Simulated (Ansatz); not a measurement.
# Geometry relaxation of GaO (part 1 of 2)

The run: geometry relaxation of GaO (P6₃/mmc, 8 atoms in the cell). Method and program: DFT PBEsol, scalar-relativistic, plane waves, PAW, no spin polarisation (Ansatz 0.2.0).

It belongs to a series of runs on one base structure; here: cell and atoms relaxed tightly for response. Figures and captions count atoms from 1; the log counts them from 0 in places.

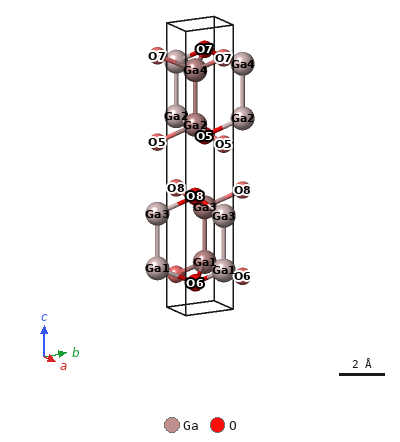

Figure 1. The structure as given in the input (ball-and-stick view of the cell of the calculation, seen slightly off an axis; neighbours outside the cell are drawn fainter; atoms are numbered from 1 in the order of the input). An atom can appear more than once, as a periodic image.

Input file
```yaml
crystal:
  lattice:
    - [3.0699135487, 0.0, 0.0]
    - [-1.5349567743, 2.6586231206, 0.0]
    - [0.0, 0.0, 12.8821366069]
  atoms:
    - { symbol: Ga, position: [0.3333333333, 0.6666666667, 0.1539264505] }
    - { symbol: Ga, position: [0.6666666667, 0.3333333333, 0.6539264505] }
    - { symbol: Ga, position: [0.3333333333, 0.6666666667, 0.3460735495] }
    - { symbol: Ga, position: [0.6666666667, 0.3333333333, 0.8460735495] }
    - { symbol: O, position: [0.3333333333, 0.6666666667, 0.5980697903] }
    - { symbol: O, position: [0.6666666667, 0.3333333333, 0.0980697903] }
    - { symbol: O, position: [0.3333333333, 0.6666666667, 0.9019302097] }
    - { symbol: O, position: [0.6666666667, 0.3333333333, 0.4019302097] }
basis:
  ecutwfc: 420
kpoints:
  mp_grid: { grid: [12, 12, 2] }
hamiltonian:
  xc: pbesol
scf:
  occupations: { method: fixed }
output:
  forces: true
  stress: true
  eigenvalues: true
  write_density: true
  write_potential: true
  elf: true
  volumetric_format: npy
relax:
  adjacent_minimum: "off"
  f_tol: 0.001
  max_steps: 60
  cell: { stress_tol: 0.01 }
```

Hardware: 4 threads of Intel Xeon @ 2.50GHz (Skylake/Cascade Lake), 189 GiB of memory available, shared host.

Command:
```bash
ansatz run input.yaml --threads 4 --pin off --max-ram 12288MiB --backend cpu --events-out ev --progress --plain --runs-dir out
```

What the program printed
```
Engine: ansatz 0.2.0, x86_64-unknown-linux-gnu
Pseudopotentials: kind: paw
Pseudopotential: Ga, paw, valence charge 13, recommended cutoff 420 eV (normal), Ga.paw.azcp
Pseudopotential: O, paw, valence charge 6, recommended cutoff 420 eV (normal), O.paw.azcp
Functional definition: PBEsol
  exchange = pbesol_x
  correlation = pbesol_c
Crystal: 8 atoms, lattice volume = 105.141 Å³
Basis set: ecut = 420 eV, 2047 PW (Γ), exchange–correlation on 48×48×180 points (8 copies of the dense FFT grid, shifted against one another)
Bands: 46, of which v1, the nominal top of the filled ones, is band 38 counted from 1 (37 counted from 0)
Symmetry: 24 space group operations
Space group: P63/mmc (ITA 194), of the structure as read, at distance tolerance 4.7e-5 Å
k-points: 38 of 288
Non-local potential: Ga, projectors of the file, l = 0: 2, l = 1: 2, l = 2: 3, l = 3: 1
Non-local potential: O, projectors of the file, l = 0: 2, l = 1: 2, l = 2: 1
PAW form: soft (Blöchl's): semilocal exchange-correlation on the pseudo side does not see the compensation charge
PAW frozen core: Ga, regenerated for the run's functional, and the local potential with it (the file was generated under x = pbe(κ = 0.804, μ = 0.2195149727645171), c = pbe(β = 0.06672455060314922))
PAW frozen core: O, regenerated for the run's functional, and the local potential with it (the file was generated under x = pbe(κ = 0.804, μ = 0.2195149727645171), c = pbe(β = 0.06672455060314922))
PAW one-centre angular grid: Ga, 590 points (default); XC on 64 Gauss nodes
PAW one-centre angular grid: O, 110 points (default); XC on 64 Gauss nodes
Initial density: superposition of atomic densities (neutral atoms: chi_scale 0, normalization atom), corrected by the library's trained network
Initial wavefunctions: pseudopotential atomic-orbital guess
Functional: x = pbesol(κ = 0.804, μ = 0.12345679012345678), c = pbesol(β = 0.046)
SCF iter   1: F=—  HF=-17218.019356 eV  |F-HF|=—  |Δ(HF+E_count)|=         —  Δρ=2.07e-2  dr2=4.93e-1  ethr=1.77e-3  ⟨swp⟩=5.0  Hψ=5509  notcnv=0  defer=226
preconditioner: auto → Resta (q_TF=auto, 2.585 Å⁻¹)  ε∞=4.7  [insulator: Δε(μ)=0.922 eV  Ē_g=16.504 eV  n_scr=40 (ndim 8)  ℏωp=31.6 eV  f_vac=0.055  ε∞_Penn≈4.7]
SCF iter   2: F=—  HF=-17217.911465 eV  |F-HF|=—  |Δ(HF+E_count)|=   1.08e-1  Δρ=5.44e-3  dr2=1.61e-2  ethr=6.49e-4  ⟨swp⟩=2.1  Hψ=2529  notcnv=0  defer=226
SCF iter   3: F=—  HF=-17217.907484 eV  |F-HF|=—  |Δ(HF+E_count)|=   3.98e-3  Δρ=1.79e-3  dr2=4.45e-3  ethr=2.12e-5  ⟨swp⟩=2.1  Hψ=2360  notcnv=0  defer=228
SCF iter   4: F=—  HF=-17217.906579 eV  |F-HF|=—  |Δ(HF+E_count)|=   9.06e-4  Δρ=6.87e-4  dr2=5.41e-4  ethr=5.86e-6  ⟨swp⟩=3.0  Hψ=3126  notcnv=0  defer=228
SCF iter   5: F=—  HF=-17217.906264 eV  |F-HF|=—  |Δ(HF+E_count)|=   3.15e-4  Δρ=2.33e-4  dr2=5.87e-5  ethr=7.11e-7  ⟨swp⟩=2.0  Hψ=2930  notcnv=0  defer=213
SCF iter   6: F=—  HF=-17217.906233 eV  |F-HF|=—  |Δ(HF+E_count)|=   3.03e-5  Δρ=5.28e-5  dr2=3.17e-6  ethr=7.73e-8  ⟨swp⟩=2.0  Hψ=2081  notcnv=0  defer=132
SCF iter   7: F=—  HF=-17217.906236 eV  |F-HF|=—  |Δ(HF+E_count)|=   2.23e-6  Δρ=8.65e-6  dr2=1.04e-7  ethr=4.17e-9  ⟨swp⟩=2.0  Hψ=2202  notcnv=0  defer=132
SCF iter   8: F=-17217.906236 eV  HF=-17217.906236 eV  |F-HF|=1.41e-8  |Δ(HF+E_count)|=   2.44e-7  Δρ=2.44e-6  dr2=8.08e-9  ethr=1.32e-10  ⟨swp⟩=14.5  Hψ=12943  notcnv=0
SCF 1 converged in 8 iterations: F = -17217.906236 eV  dr2 = 8.08e-9
  greatest PAW one-centre occupation: 0.996 electrons in one spin orbital (limit 2), on the Ga atom at site 3 (counted from 0), in its partial waves of l = 2
relax step   1: F+E_penalty+E_count = -17217.90623578 eV  Δ(F+E_penalty+E_count) = +0.000e0 eV  max|allowed force component| = 6.542e-4 eV/Å  Δτ_max = 0.0000 Å  P = -0.031 GPa  Ω = 105.141 Å³  (8 SCF iters, dr2 threshold 1.00e-7 eV, accepted)
Crystal: 8 atoms, lattice volume = 105.054 Å³
Initial density: handed on by an earlier stage of this run
Initial wavefunctions: those handed on with the density
iter 1 solved again at ethr=3.95e-8 eV; its pass at ethr=3.10e-3 eV (dr2=3.00e-5 eV) is discarded
SCF iter   1: F=—  HF=-17217.906608 eV  |F-HF|=—  |Δ(HF+E_count)|=         —  Δρ=2.69e-4  dr2=2.99e-5  ethr=3.95e-8  ⟨swp⟩=2.0  Hψ=6346  notcnv=0  defer=132
preconditioner: auto → Resta (q_TF=auto, 2.585 Å⁻¹)  ε∞=4.6  [insulator: Δε(μ)=1.101 eV  Ē_g=16.545 eV  n_scr=40 (ndim 8)  ℏωp=31.6 eV  f_vac=0.054  ε∞_Penn≈4.6]
SCF iter   2: F=—  HF=-17217.906560 eV  |F-HF|=—  |Δ(HF+E_count)|=   4.82e-5  Δρ=1.25e-4  dr2=5.94e-6  ethr=3.94e-8  ⟨swp⟩=2.0  Hψ=2116  notcnv=0  defer=132
SCF iter   3: F=—  HF=-17217.906560 eV  |F-HF|=—  |Δ(HF+E_count)|=   1.84e-8  Δρ=4.70e-5  dr2=1.76e-6  ethr=7.82e-9  ⟨swp⟩=2.6  Hψ=3055  notcnv=0  defer=132
SCF iter   4: F=—  HF=-17217.906560 eV  |F-HF|=—  |Δ(HF+E_count)|=   1.50e-8  Δρ=1.04e-5  dr2=1.82e-7  ethr=2.32e-9  ⟨swp⟩=2.5  Hψ=2797  notcnv=0  defer=132
SCF iter   5: F=—  HF=-17217.906560 eV  |F-HF|=—  |Δ(HF+E_count)|=   8.89e-8  Δρ=5.08e-6  dr2=2.54e-8  ethr=2.40e-10  ⟨swp⟩=2.0  Hψ=2908  notcnv=0  defer=132
SCF iter   6: F=-17217.906560 eV  HF=-17217.906560 eV  |F-HF|=6.02e-9  |Δ(HF+E_count)|=   2.71e-9  Δρ=1.91e-6  dr2=3.14e-9  ethr=4.50e-12  ⟨swp⟩=8.4  Hψ=12388  notcnv=0
SCF 2 converged in 6 iterations: F = -17217.906560 eV  dr2 = 3.14e-9
  greatest PAW one-centre occupation: 0.996 electrons in one spin orbital (limit 2), on the Ga atom at site 2 (counted from 0), in its partial waves of l = 2
relax step   2: F+E_penalty+E_count = -17217.90656000 eV  Δ(F+E_penalty+E_count) = -3.242e-4 eV  max|allowed force component| = 2.150e-3 eV/Å  Δτ_max = 0.0014 Å  P = -0.001 GPa  Ω = 105.054 Å³  energy of the carried Pulay correction = +3.159e-4 eV  (6 SCF iters, dr2 threshold 3.42e-9 eV, accepted)
Crystal: 8 atoms, lattice volume = 105.053 Å³
iter 1 solved again at ethr=2.17e-10 eV; its pass at ethr=3.10e-3 eV (dr2=1.65e-7 eV) is discarded
SCF iter   1: F=—  HF=-17217.906612 eV  |F-HF|=—  |Δ(HF+E_count)|=         —  Δρ=1.97e-5  dr2=1.94e-7  ethr=2.17e-10  ⟨swp⟩=2.7  Hψ=6592  notcnv=0
preconditioner: auto → Resta (q_TF=auto, 2.585 Å⁻¹)  ε∞=4.6  [insulator: Δε(μ)=1.101 eV  Ē_g=16.544 eV  n_scr=40 (ndim 8)  ℏωp=31.6 eV  f_vac=0.054  ε∞_Penn≈4.6]
SCF iter   2: F=—  HF=-17217.906569 eV  |F-HF|=—  |Δ(HF+E_count)|=   4.27e-5  Δρ=9.43e-6  dr2=3.36e-8  ethr=2.17e-10  ⟨swp⟩=2.0  Hψ=2843  notcnv=0
SCF iter   3: F=—  HF=-17217.906569 eV  |F-HF|=—  |Δ(HF+E_count)|=  9.46e-11  Δρ=3.95e-6  dr2=8.06e-9  ethr=4.43e-11  ⟨swp⟩=2.0  Hψ=2109  notcnv=0
SCF iter   4: F=—  HF=-17217.906569 eV  |F-HF|=—  |Δ(HF+E_count)|=   1.78e-9  Δρ=6.88e-7  dr2=6.01e-10  ethr=1.06e-11  ⟨swp⟩=2.8  Hψ=3043  notcnv=0
SCF iter   5: F=-17217.906569 eV  HF=-17217.906569 eV  |F-HF|=1.06e-10  |Δ(HF+E_count)|=  4.22e-10  Δρ=4.00e-7  dr2=1.09e-10  ethr=1.00e-12  ⟨swp⟩=8.3  Hψ=10416  notcnv=0
SCF 3 converged in 5 iterations: F = -17217.906569 eV  dr2 = 1.09e-10
relax step   3: F+E_penalty+E_count = -17217.90656945 eV  Δ(F+E_penalty+E_count) = -9.456e-6 eV  max|allowed force component| = 9.089e-4 eV/Å  Δτ_max = 0.0001 Å  P = +0.001 GPa  Ω = 105.053 Å³  energy of the carried Pulay correction = +3.240e-4 eV  (5 SCF iters, dr2 threshold 5.60e-10 eV, accepted)
Initial wavefunctions: pseudopotential atomic-orbital guess (no wavefunctions were taken with the density)
iter 1 solved again at ethr=6.44e-8 eV; its pass at ethr=3.10e-3 eV (dr2=4.90e-5 eV) is discarded
SCF iter   1: F=—  HF=-17217.906335 eV  |F-HF|=—  |Δ(HF+E_count)|=         —  Δρ=7.47e-6  dr2=9.94e-9  ethr=6.44e-8  ⟨swp⟩=3.4  Hψ=10269  notcnv=0  defer=228
eigensolver tolerance schedule: the retry pair's looser diagonalisation over-reported the residual by 4924.21 of it (diagonalisation noise at 0.11 of the residual, at the tolerance the schedule requests for it); recorded, not acted on — ethr = c·dr2/N_el stays at c = 1.0e-1
preconditioner: auto → Resta (q_TF=auto, 2.585 Å⁻¹)  ε∞=4.6  [insulator: Δε(μ)=1.101 eV  Ē_g=16.549 eV  n_scr=40 (ndim 8)  ℏωp=31.6 eV  f_vac=0.054  ε∞_Penn≈4.6]
SCF iter   2: F=—  HF=-17217.906297 eV  |F-HF|=—  |Δ(HF+E_count)|=   3.84e-5  Δρ=3.59e-6  dr2=3.34e-9  ethr=1.31e-11  ⟨swp⟩=2.9  Hψ=3385  notcnv=0  defer=173
SCF iter   3: F=—  HF=-17217.906297 eV  |F-HF|=—  |Δ(HF+E_count)|=   3.08e-9  Δρ=1.66e-6  dr2=4.05e-10  ethr=4.39e-12  ⟨swp⟩=2.0  Hψ=2097  notcnv=0  defer=173
SCF iter   4: F=—  HF=-17217.906297 eV  |F-HF|=—  |Δ(HF+E_count)|=  9.17e-10  Δρ=1.30e-7  dr2=1.64e-11  ethr=1.00e-12  ⟨swp⟩=2.3  Hψ=2377  notcnv=0  defer=173
SCF iter   5: F=-17217.906297 eV  HF=-17217.906297 eV  |F-HF|=0.00e0  |Δ(HF+E_count)|=  3.64e-12  Δρ=4.99e-8  dr2=3.03e-12  ethr=1.00e-12  ⟨swp⟩=11.4  Hψ=9604  notcnv=0
SCF 4 converged in 5 iterations: F = -17217.906297 eV  dr2 = 3.03e-12
relax step   4: F+E_penalty+E_count = -17217.90629709 eV  Δ(F+E_penalty+E_count) = +2.724e-4 eV  max|allowed force component| = 8.858e-4 eV/Å  Δτ_max = 0.0000 Å  P = -0.004 GPa  Ω = 105.053 Å³  stress off target by 9.39e-3 GPa  SCF on the basis re-selected at this cell (its energy is not comparable with the rows above)  (5 SCF iters)
```

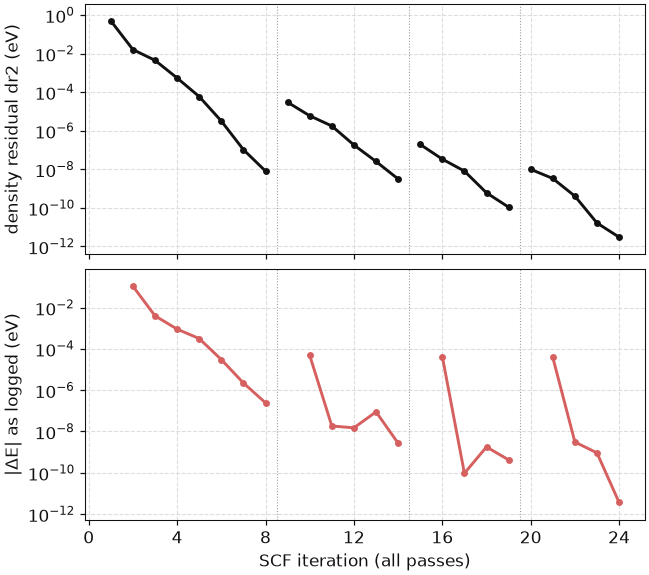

Figure 2. Convergence of the self-consistent field: density residual dr2 and size of the energy change against the SCF iteration. The dotted lines part the SCF passes of the relaxation: geometry steps, rejected trials and re-solves on a re-selected basis. The passes take 8, 6, 5 and 5 iterations.

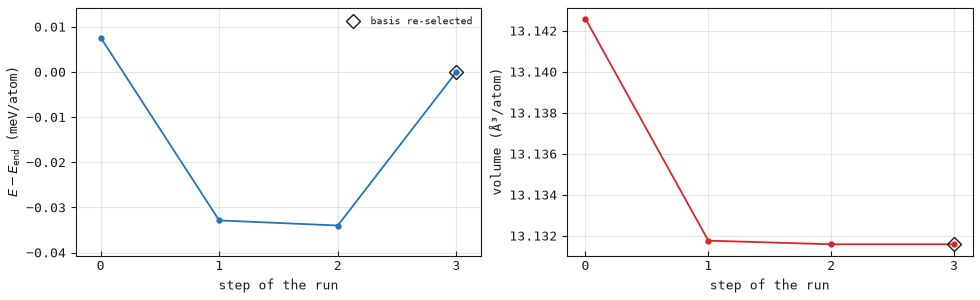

Figure 3. Progress of the relaxation, step by step (the first geometry is step 0 here and step 1 in the log). No atom moves by more than 0.005 Å relative to the cell. The energy falls by next to nothing (0.0 meV per atom) in 2 geometry steps. The largest force component goes from 0.00065 to 0.00089 eV/Å. Pressure: −0.03 GPa at the start and 0.00 GPa at the end. A last SCF at the same geometry on a re-selected plane-wave basis shifts the energy by +0.0 meV per atom.

```
basis re-selected at this cell: Δ(F+E_penalty+E_count) = +2.724e-4 eV, ΔP = -0.004 GPa vs the last step (what re-selecting the basis moved, of the pressure what is left beyond the Pulay correction that the steps carried, after the strain that the cell walked since its last selection, with what the two solves' SCF thresholds leave and, on support functions, any second-order correction that the steps lacked; it is no measure of the basis error at this ecutwfc). This SCF's stress stands 9.39e-3 GPa from its target on what of the cell is left free (relax.cell.stress_tol is 1.00e-2 GPa) and its largest allowed force component is 8.86e-4 eV/Å (relax.f_tol is 1.00e-3 eV/Å): within both
SCF converged after 5 iterations
Free energy (F): -17217.906297 eV
Harris-Foulkes:  -17217.906297 eV  (|F-HF|=0.00e0)
Internal energy: -17217.906297 eV  (E = F + TS)
E sigma→0 (E₀):  -17217.906297 eV
Fermi energy:    7.377225 eV
```
